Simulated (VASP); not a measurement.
Band-structure calculation, with input and output: ZrO2

The run: band-structure calculation of ZrO2 (6 atoms in the cell). Method and program: DFT, PBE, plane waves, PAW (VASP 6.6.1).

The structure derives from a Materials Project entry. The geometry comes from this level: r2SCAN (a point of a series of strains). It belongs to a series of runs on one base structure; here: uniaxial_z strain +3.0%.

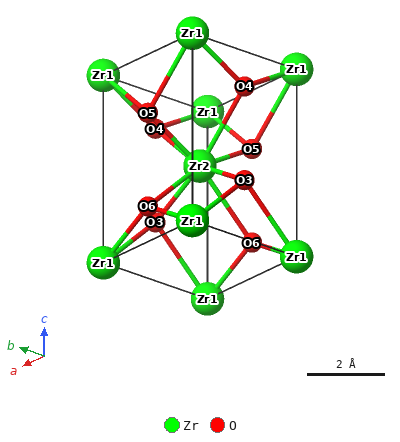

*The structure (ball-and-stick view of the cell of the calculation, seen at an oblique angle; atoms are numbered from 1 in the order of the input). An atom can appear more than once, as a periodic image.*

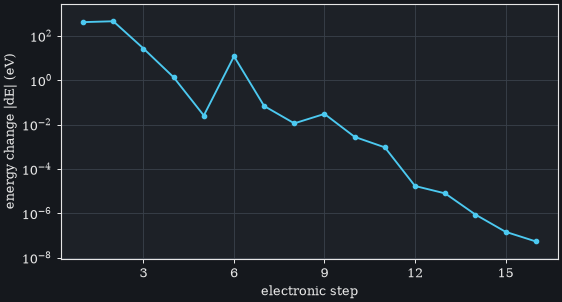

*Convergence of the self-consistent field: energy change |dE| against the electronic step.*

It takes 16 electronic steps. The density is held fixed in the first few steps, and dE rises again when its update begins.

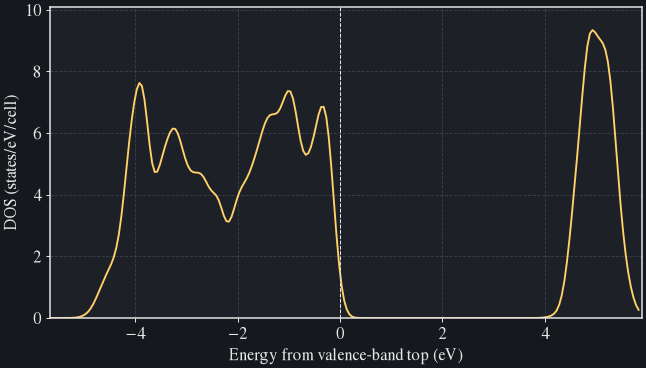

*Density of states (the curve is built from the levels of the k mesh with Gaussians 0.3 eV wide, which also blur the band edges), with energies from the valence-band top.*

There is a gap of 4.14 eV on the k-point mesh. Small ripples come from the finite k-point mesh.

The input and output of the run follow.

INCAR:
```
ENCUT = 520.000000
SIGMA = 0.020000
EDIFF = 1.00e-07
GGA = PE
PREC = Accurate
IBRION = -1
ISIF = 2
ISMEAR = -1
NBANDS = 33
NELM = 120
NSW = 0
LASPH = .TRUE.
LCHARG = .TRUE.
LELF = .TRUE.
LWAVE = .FALSE.
LREAL = .FALSE.
```

KPOINTS:
```
KPOINTS created by Atomic Simulation Environment
0
Gamma
8 8 6
0 0 0
```

KPOINTS_OPT:
```
special points
6
Reciprocal
0.0000000000 0.0000000000 0.0000000000 1
0.0000000000 0.5000000000 0.0000000000 1
0.5000000000 0.5000000000 0.0000000000 1
0.0000000000 0.0000000000 0.5000000000 1
0.0000000000 0.5000000000 0.5000000000 1
0.5000000000 0.5000000000 0.5000000000 1
```

POSCAR:
```
Zr O
 1.0000000000000000
     3.6010285391000001    0.0000000000000000    0.0000000000000000
     0.0000000000000000    3.6010285391000001    0.0000000000000000
     0.0000000000000000    0.0000000000000000    5.3839746089000000
 Zr  O
   2   4
Cartesian
  0.0000000000000000 -0.0000000000000000 -0.0000000000000000
  1.8005142695499998  1.8005142695499998  2.6919873044500000
  0.0000000000000000  1.8005142695499998  1.6803021089122498
 -0.0000000000000000  1.8005142695499998  4.3722894133622496
  1.8005142695499998 -0.0000000000000000  3.7036724999877504
  1.8005142695499998  0.0000000000000000  1.0116851955377504
```

Launch command:
```bash
mpirun -np 1 vasp_std
```

OSZICAR:
```
N       E                     dE             d eps       ncg     rms          rms(c)
DAV:   1     0.423350439784E+03    0.42335E+03   -0.27223E+04  3960   0.148E+03
DAV:   2    -0.407125829278E+02   -0.46406E+03   -0.44474E+03  5177   0.405E+02
DAV:   3    -0.680795152968E+02   -0.27367E+02   -0.27215E+02  5829   0.925E+01
DAV:   4    -0.694601079240E+02   -0.13806E+01   -0.13790E+01  5762   0.162E+01
DAV:   5    -0.694860960647E+02   -0.25988E-01   -0.25987E-01  5300   0.215E+00    0.361E+01
DAV:   6    -0.572894886877E+02    0.12197E+02   -0.50521E+01  4946   0.461E+01    0.130E+01
DAV:   7    -0.573592626110E+02   -0.69774E-01   -0.40344E+00  5727   0.107E+01    0.951E+00
DAV:   8    -0.573477303879E+02    0.11532E-01   -0.72938E-01  4629   0.583E+00    0.264E+00
DAV:   9    -0.573170327014E+02    0.30698E-01   -0.17804E-01  5113   0.236E+00    0.716E-01
DAV:  10    -0.573198601862E+02   -0.28275E-02   -0.21479E-02  4645   0.124E+00    0.688E-01
DAV:  11    -0.573189065917E+02    0.95359E-03   -0.41745E-03  4796   0.552E-01    0.566E-02
DAV:  12    -0.573189238676E+02   -0.17276E-04   -0.26371E-04  5417   0.996E-02    0.330E-02
DAV:  13    -0.573189318476E+02   -0.79801E-05   -0.13995E-05  4797   0.262E-02    0.916E-03
DAV:  14    -0.573189327400E+02   -0.89237E-06   -0.22463E-06  5452   0.956E-03    0.909E-04
DAV:  15    -0.573189328883E+02   -0.14835E-06   -0.22525E-07  4161   0.271E-03    0.178E-03
DAV:  16    -0.573189328336E+02    0.54762E-07   -0.24921E-08  2823   0.106E-03
   1 F= -.57318933E+02 E0= -.57318933E+02  d E =-.370316E-13
       N       E                     dE             ncg
DAV:   1     0.558673215496E+04   -0.71085E+04      396
DAV:   2     0.299152880625E+04   -0.25952E+04      483
DAV:   3     0.281763729967E+04   -0.17389E+03      628
DAV:   4     0.280893199664E+04   -0.87053E+01      509
DAV:   5     0.280858552014E+04   -0.34648E+00      588
DAV:   6     0.280858089817E+04   -0.46220E-02      503
DAV:   7     0.280858081111E+04   -0.87067E-04      581
DAV:   8     0.280858080927E+04   -0.18370E-05      447
DAV:   9     0.280858080923E+04   -0.34760E-07      372
```

Parts of OUTCAR:
```
k-points           NKPTS =     60   k-points in BZ     NKDIM =     60   number of bands    NBANDS=     33

   NELECT =      48.0000    total number of electrons

   dimension x,y,z NGX =    28 NGY =   28 NGZ =   40
   dimension x,y,z NGXF=    56 NGYF=   56 NGZF=   80

  energy-cutoff  :      520.00
  volume of cell :       69.82
      direct lattice vectors                 reciprocal lattice vectors
     3.601028539  0.000000000  0.000000000     0.277698438  0.000000000  0.000000000
     0.000000000  3.601028539  0.000000000     0.000000000  0.277698438  0.000000000
     0.000000000  0.000000000  5.383974609     0.000000000  0.000000000  0.185736389

 k-points in reciprocal lattice and weights: KPOINTS created by Atomic Simulation Env
   0.00000000  0.00000000  0.00000000       0.003
   0.12500000  0.00000000  0.00000000       0.010
   0.25000000  0.00000000  0.00000000       0.010
   0.37500000  0.00000000  0.00000000       0.010
   0.50000000  0.00000000  0.00000000       0.005
   0.12500000  0.12500000  0.00000000       0.010
   0.25000000  0.12500000  0.00000000       0.021
   0.37500000  0.12500000  0.00000000       0.021
   0.50000000  0.12500000  0.00000000       0.010
   0.25000000  0.25000000  0.00000000       0.010
   0.37500000  0.25000000  0.00000000       0.021
   0.50000000  0.25000000  0.00000000       0.010
   0.37500000  0.37500000  0.00000000       0.010
   0.50000000  0.37500000  0.00000000       0.010
   0.50000000  0.50000000  0.00000000       0.003
   0.00000000  0.00000000  0.16666667       0.005
   0.12500000  0.00000000  0.16666667       0.021
   0.25000000  0.00000000  0.16666667       0.021
   0.37500000  0.00000000  0.16666667       0.021
   0.50000000  0.00000000  0.16666667       0.010
   0.12500000  0.12500000  0.16666667       0.021
   0.25000000  0.12500000  0.16666667       0.042
   0.37500000  0.12500000  0.16666667       0.042
   0.50000000  0.12500000  0.16666667       0.021
   0.25000000  0.25000000  0.16666667       0.021
   0.37500000  0.25000000  0.16666667       0.042
   0.50000000  0.25000000  0.16666667       0.021
   0.37500000  0.37500000  0.16666667       0.021
   0.50000000  0.37500000  0.16666667       0.021
   0.50000000  0.50000000  0.16666667       0.005
   0.00000000  0.00000000  0.33333333       0.005
   0.12500000  0.00000000  0.33333333       0.021
   0.25000000  0.00000000  0.33333333       0.021
   0.37500000  0.00000000  0.33333333       0.021
   0.50000000  0.00000000  0.33333333       0.010
   0.12500000  0.12500000  0.33333333       0.021
   0.25000000  0.12500000  0.33333333       0.042
   0.37500000  0.12500000  0.33333333       0.042
   0.50000000  0.12500000  0.33333333       0.021
   0.25000000  0.25000000  0.33333333       0.021
   0.37500000  0.25000000  0.33333333       0.042
   0.50000000  0.25000000  0.33333333       0.021
   0.37500000  0.37500000  0.33333333       0.021
   0.50000000  0.37500000  0.33333333       0.021
   0.50000000  0.50000000  0.33333333       0.005
   0.00000000  0.00000000  0.50000000       0.003
   0.12500000  0.00000000  0.50000000       0.010
   0.25000000  0.00000000  0.50000000       0.010
   0.37500000  0.00000000  0.50000000       0.010
   0.50000000  0.00000000  0.50000000       0.005
   0.12500000  0.12500000  0.50000000       0.010
   0.25000000  0.12500000  0.50000000       0.021
   0.37500000  0.12500000  0.50000000       0.021
   0.50000000  0.12500000  0.50000000       0.010
   0.25000000  0.25000000  0.50000000       0.010
   0.37500000  0.25000000  0.50000000       0.021
   0.50000000  0.25000000  0.50000000       0.010
   0.37500000  0.37500000  0.50000000       0.010
   0.50000000  0.37500000  0.50000000       0.010
   0.50000000  0.50000000  0.50000000       0.003

 E-fermi :   6.4593

 k-point     1 :       0.0000    0.0000    0.0000
  band No.  band energies     occupation
      1     -41.5273      2.00000
      2     -41.4864      2.00000
      3     -20.0211      2.00000
      4     -19.5324      2.00000
      5     -19.5324      2.00000
      6     -19.4753      2.00000
      7     -19.4159      2.00000
      8     -19.4159      2.00000
      9     -11.4450      2.00000
     10     -10.2562      2.00000
     11      -9.8503      2.00000
     12      -9.5452      2.00000
     13       1.4121      2.00000
     14       1.4732      2.00000
     15       1.6909      2.00000
     16       1.6909      2.00000
     17       3.6834      2.00000
     18       3.6834      2.00000
     19       4.5367      2.00000
     20       4.5367      2.00000
     21       4.7686      2.00000
     22       5.6036      2.00000
     23       5.8691      2.00000
     24       5.8691      2.00000
     25      10.0671      0.00000
     26      10.5289      0.00000
     27      11.0790      0.00000
     28      11.5320      0.00000
     29      12.3562      0.00000
     30      12.5614      0.00000
     31      13.8473      0.00000
     32      13.8473      0.00000
     33      15.2686      0.00000

 k-point     2 :       0.1250    0.0000    0.0000
  band No.  band energies     occupation
      1     -41.5233      2.00000
      2     -41.4856      2.00000
      3     -19.9929      2.00000
      4     -19.6050      2.00000
      5     -19.5254      2.00000
      6     -19.4883      2.00000
      7     -19.4744      2.00000
      8     -19.4178      2.00000
      9     -11.3072      2.00000
     10     -10.2018      2.00000
     11      -9.8615      2.00000
     12      -9.5824      2.00000
     13       1.2328      2.00000
     14       1.5346      2.00000
     15       1.7865      2.00000
     16       2.2228      2.00000
     17       3.4889      2.00000
     18       3.6741      2.00000
     19       4.3839      2.00000
     20       4.4190      2.00000
     21       4.9316      2.00000
     22       5.5870      2.00000
     23       5.6582      2.00000
     24       5.7449      2.00000
     25      10.3176      0.00000
     26      10.6202      0.00000
     27      11.1008      0.00000
     28      11.3672      0.00000
     29      12.4542      0.00000
     30      12.9235      0.00000
     31      13.5565      0.00000
     32      13.8556      0.00000
     33      14.9253      0.00000

 k-point     3 :       0.2500    0.0000    0.0000
  band No.  band energies     occupation
      1     -41.5131      2.00000
      2     -41.4841      2.00000
      3     -19.9196      2.00000
      4     -19.7526      2.00000
      5     -19.6526      2.00000
      6     -19.5066      2.00000
      7     -19.5033      2.00000
      8     -19.4241      2.00000
      9     -10.9660      2.00000
     10     -10.1216      2.00000
     11      -9.8779      2.00000
     12      -9.6529      2.00000
     13       1.3664      2.00000
     14       1.6741      2.00000
     15       2.0651      2.00000
     16       2.8615      2.00000
     17       3.2977      2.00000
     18       3.6735      2.00000
     19       4.0910      2.00000
     20       4.1519      2.00000
     21       4.9795      2.00000
     22       5.0614      2.00000
     23       5.5722      2.00000
     24       5.7411      2.00000
     25      10.6685      0.00000
     26      10.8073      0.00000
     27      10.9461      0.00000
     28      11.1660      0.00000
     29      12.7910      0.00000
     30      12.8223      0.00000
     31      13.8624      0.00000
     32      13.8962      0.00000
     33      14.1087      0.00000

 k-point     4 :       0.3750    0.0000    0.0000
  band No.  band energies     occupation
      1     -41.5006      2.00000
      2     -41.4849      2.00000
      3     -19.8853      2.00000
      4     -19.8805      2.00000
      5     -19.7474      2.00000
      6     -19.5670      2.00000
      7     -19.4814      2.00000
      8     -19.4368      2.00000
      9     -10.5874      2.00000
     10     -10.1596      2.00000
     11      -9.8566      2.00000
     12      -9.6996      2.00000
     13       1.7243      2.00000
     14       1.7916      2.00000
     15       2.5005      2.00000
     16       2.8417      2.00000
     17       3.6078      2.00000
     18       3.7476      2.00000
     19       3.8203      2.00000
     20       3.9716      2.00000
     21       4.3836      2.00000
     22       4.9266      2.00000
     23       5.5807      2.00000
     24       5.7648      2.00000
     25      10.5149      0.00000
     26      10.5692      0.00000
     27      11.1758      0.00000
     28      11.2553      0.00000
     29      12.2720      0.00000
     30      12.8816      0.00000
     31      13.5958      0.00000
     32      14.0338      0.00000
     33      14.2197      0.00000

 k-point     5 :       0.5000    0.0000    0.0000
  band No.  band energies     occupation
      1     -41.4903      2.00000
      2     -41.4903      2.00000
      3     -19.9301      2.00000
      4     -19.9301      2.00000
      5     -19.6601      2.00000
      6     -19.6601      2.00000
      7     -19.4565      2.00000
      8     -19.4565      2.00000
      9     -10.3147      2.00000
     10     -10.3147      2.00000
     11      -9.7740      2.00000
     12      -9.7740      2.00000
     13       1.8412      2.00000
     14       1.8412      2.00000
     15       3.0429      2.00000
     16       3.0429      2.00000
     17       3.2810      2.00000
     18       3.2810      2.00000
     19       3.9677      2.00000
     20       3.9677      2.00000
     21       4.5564      2.00000
     22       4.5564      2.00000
     23       5.6979      2.00000
     24       5.6979      2.00000
     25      10.4224      0.00000
     26      10.4224      0.00000
     27      11.2990      0.00000
     28      11.2990      0.00000
     29      12.2835      0.00000
     30      12.2835      0.00000
     31      13.9832      0.00000
     32      13.9832      0.00000
     33      14.3199      0.00000

 [... the levels of 54 k-points are left out ...]

 k-point    60 :       0.5000    0.5000    0.5000
  band No.  band energies     occupation
      1     -41.4738      2.00000
      2     -41.4738      2.00000
      3     -19.9029      2.00000
      4     -19.9029      2.00000
      5     -19.9029      2.00000
      6     -19.9029      2.00000
      7     -19.5665      2.00000
      8     -19.5665      2.00000
      9      -9.7751      2.00000
     10      -9.7751      2.00000
     11      -9.7751      2.00000
     12      -9.7751      2.00000
     13       1.8103      2.00000
     14       1.8103      2.00000
     15       2.2237      2.00000
     16       2.2237      2.00000
     17       4.1775      2.00000
     18       4.1775      2.00000
     19       4.1775      2.00000
     20       4.1775      2.00000
     21       4.3896      2.00000
     22       4.3896      2.00000
     23       5.7956      2.00000
     24       5.7956      2.00000
     25      11.0683      0.00000
     26      11.0683      0.00000
     27      11.6961      0.00000
     28      11.6961      0.00000
     29      12.1319      0.00000
     30      12.1319      0.00000
     31      12.1319      0.00000
     32      12.1319      0.00000
     33      14.0309      0.00000

  Total        1.1069129      1.1069129     -1.4112732      0.0000000      0.0000000      0.0000000
  in kB       25.4020002     25.4020002    -32.3866152      0.0000000      0.0000000      0.0000000
  external PRESSURE =       6.1391284 kB  Pullay stress =       0.0000000 kB

 POSITION                                       TOTAL-FORCE (eV/Angst)
 -----------------------------------------------------------------------------------
      0.00000      0.00000      0.00000         0.000000      0.000000      0.000000
      1.80051      1.80051      2.69199         0.000000     -0.000000      0.000000
      0.00000      1.80051      1.68030        -0.000000     -0.000000     -0.042593
      0.00000      1.80051      4.37229         0.000000      0.000000     -0.042593
      1.80051      0.00000      3.70367        -0.000000      0.000000      0.042593
      1.80051      0.00000      1.01169         0.000000      0.000000      0.042593
 -----------------------------------------------------------------------------------
    total drift:                                0.000000      0.000000      0.000000

  FREE ENERGIE OF THE ION-ELECTRON SYSTEM (eV)
  ---------------------------------------------------
  free  energy   TOTEN  =       -57.3189328336 eV

  energy  without entropy=      -57.3189328336  energy(sigma->0) =      -57.31893283
```

Results in brief:

- outcome: converged
- space group (tolerance 0.01 Å): P4₂/nmc (137)
- electrons treated: 48
- free energy: −57.3189 eV
- Fermi energy: 6.459 eV
- band gap: 4.14 eV
- pressure: 0.61 GPa
- largest force (length of the vector): 0.043 eV/Å
- hardware: 1 CPU thread, shared host
- wall time: 96 s
- peak memory: 0.3 GiB
